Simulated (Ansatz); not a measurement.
Ti3HSe3: several calculations on one system

## 1. Relaxation

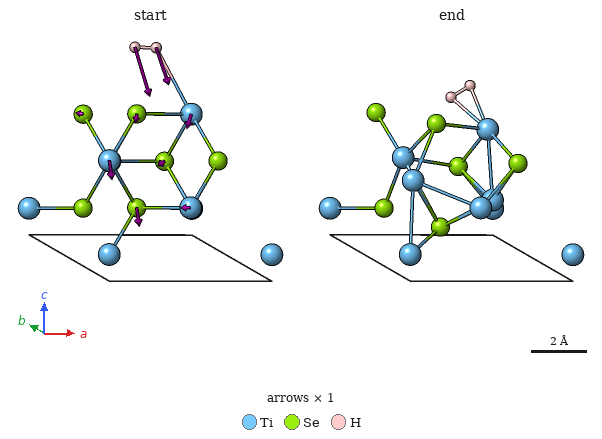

The structure of a slab of composition Ti₃HSe₃ before (left) and after (right) a constrained relaxation, at one scale. The purple arrows give the displacements, at their true length.

Style: ball-and-stick. Shown: the cell of the calculation, outlined in the plane, without the vacuum, slightly off an axis.

It is H2 on TiSe(111), set down by a guess. The run prepares the start of a later molecular dynamics calculation, from a guessed geometry. 2 atoms are held fixed.

These are results of DFT LDA, scalar-relativistic, plane waves, PAW (Ansatz 0.2.0), not measurements.

The input:
```yaml
crystal:
  lattice:
    - [5.939441, 0.0, 0.0]
    - [-2.969721, 6.979032, 0.0]
    - [0.0, 0.0, 16.570559]
  atoms:
    - { symbol: Ti, position: [0.0, 0.0, 0.060348] }
    - { symbol: Ti, position: [0.765089, 0.5301779, 0.1104978] }
    - { symbol: Se, position: [0.2158778, 0.765089, 0.0854229] }
    - { symbol: Se, position: [0.3143001, 0.2952669, 0.1355727] }
    - { symbol: Ti, position: [0.5301779, 0.0603559, 0.1606477] }
    - { symbol: Ti, position: [0.2952669, 0.5905338, 0.2107975] }
    - { symbol: Se, position: [0.7460558, 0.8254448, 0.1857226] }
    - { symbol: Se, position: [0.8444781, 0.3556228, 0.2358724] }
    - { symbol: Ti, position: [0.0603559, 0.1207117, 0.2609473] }
    - { symbol: Ti, position: [0.8254448, 0.6508897, 0.3110972] }
    - { symbol: Se, position: [0.2762337, 0.8858007, 0.2860222] }
    - { symbol: Se, position: [0.374656, 0.4159786, 0.3361721] }
    - { symbol: H, position: [0.5405532, 0.7760453, 0.4496263] }
    - { symbol: H, position: [0.6666974, 0.7666187, 0.4496263] }
basis:
  ecutwfc: 420.0
kpoints:
  mp_grid: { grid: [2, 2, 1] }
hamiltonian:
  xc: lda
scf:
  occupations: { method: fermi_dirac, width: 0.05 }
  lower_state_search: "off"
relax:
  f_tol: 0.08
  max_steps: 25
  adjacent_minimum: "off"
  constraints: [{ sites: [0, 2] }]
```

Command:
```bash
ansatz run input.yaml --threads 2 --pin off --max-ram 5120MiB --backend cpu --events-out ev --progress --plain --runs-dir out
```

### Summarise the run.

After 15 accepted moves (16 points after the start) the energy has fallen by 2.894 eV per cell of the calculation. Largest force component: 2.2 eV/Å at the start, 0.052 eV/Å at the end. 1 step only repeated the SCF at the same geometry. The largest move is that of H13, 2.01 Å at 17° to the normal (−c side). By element the largest moves are H 2.01 Å, Ti 0.81 Å, Se 0.77 Å. The cell doesn't change. Some distances before and after: Ti10–H13 3.208 → 1.973 Å, Ti2–Ti10 3.429 → 2.589 Å, Ti10–H14 2.753 → 1.953 Å, Ti5–Ti9 3.429 → 2.692 Å. New bonds form: Ti1–Ti9 (3.43 → 2.73 Å), Ti2–Ti10 (3.43 → 2.59 Å), Ti5–Ti9 (3.43 → 2.69 Å). Bond angles that change, for instance: Se8–Ti9–Se11 180.0° → 142.8°, Se3–Ti2–Se4 180.0° → 151.0°, Se4–Ti5–Se7 180.0° → 154.1°. The run took 86 s on 2 threads of Arm Neoverse V2 (shared host), peak memory 1.1 GiB.

Limits of the set-up: the k-point mesh is coarse for a cell with partly filled bands; the periodic images lie only 5.9 Å apart, so the values are limited by the cell's size.

## 2. Dynamics

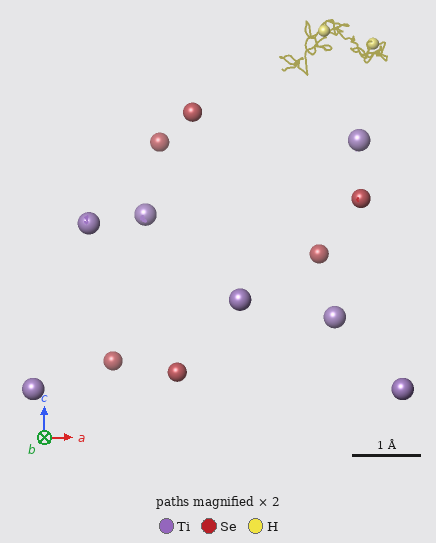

A Born-Oppenheimer molecular dynamics run of H2 on TiSe(111) (14 atoms in the cell), 100 fs long. It starts from the last geometry of an earlier run, with fresh velocities. Lines trace each atom's path, in the colour of its element; spheres stand at the starting positions. The excursions are magnified 2 times. Fixed atoms have no trace. Seen along the b axis in the simulation cell, with the vacuum cut short.

Method: DFT LDA, scalar-relativistic, plane waves, PAW in Ansatz 0.2.0. Run with plane-wave cutoff 420 eV; k-point mesh 2 × 2 × 1; Fermi-Dirac smearing 0.05 eV; 2 atoms held fixed; Langevin thermostat (NVT); set temperature 750 K; time step 0.5 fs; friction 1 per fs.

> Describe the motion.

In the second half of the run the atoms are, in the root-mean-square, this far from where they began (common drift taken out): H 0.36 Å, Ti 0.08 Å, Se 0.05 Å. The run lasts only 100 fs, too short to tell vibration from diffusion. The friction is so strong that the slow modes are overdamped, and the motion no longer resembles free dynamics.

Limits of the set-up: the periodic images lie only 5.9 Å apart, so the values are limited by the cell's size.

The run took 18 min on 2 threads of Arm Neoverse V2, with other jobs on the host, peak memory 1.2 GiB.

## 3. Energy conservation

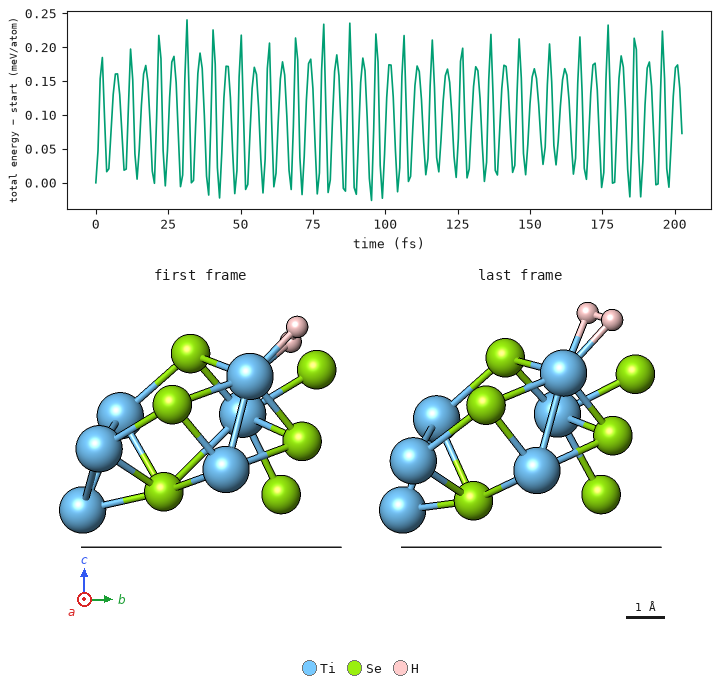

First-principles dynamics of H2 on TiSe(111) (14 atoms in the cell), 202 fs long. Style: ball-and-stick. Shown: the simulation cell, with the vacuum cut short, along the a axis. Bonds to atoms that aren't drawn are left out.

Theory: DFT LDA, scalar-relativistic, plane waves, PAW in Ansatz. Set-up: plane-wave cutoff 420 eV; k-point mesh 2 × 2 × 1; Fermi-Dirac smearing 0.05 eV; 2 atoms held fixed; constant energy (NVE); velocities drawn for 1000 K; time step 0.75 fs.

Question: Is this trajectory numerically sound?

Answer: The total energy stays between −0.026 and 0.24 meV per atom of its start. A straight-line fit has a slope that amounts to +0.0077 meV per atom over 202 fs (under 0.1 % of the mean kinetic energy), and the ripple about it is 0.4 % of the kinetic energy's fluctuation. With a drift under 2 % and a ripple under 7 %, the integration is accurate. Over the second half the temperature averages 426 K (spread ±93 K). The first frame carries almost no forces, so kinetic energy first flows into potential energy: the temperature drops from 1000 to 467 K within 28 fs, and without a thermostat its mean stays below the start. The potential energy is still drifting at the end, so the run hasn't reached equilibrium. The potential energy in the second half lies on average 63.7 meV per atom above the first frame.

Limits of the set-up: the periodic images lie only 5.9 Å apart, so the values are limited by the cell's size.

Cost: 22 min on 2 threads of Arm Neoverse V2, with other jobs on the host, peak memory 1.3 GiB.
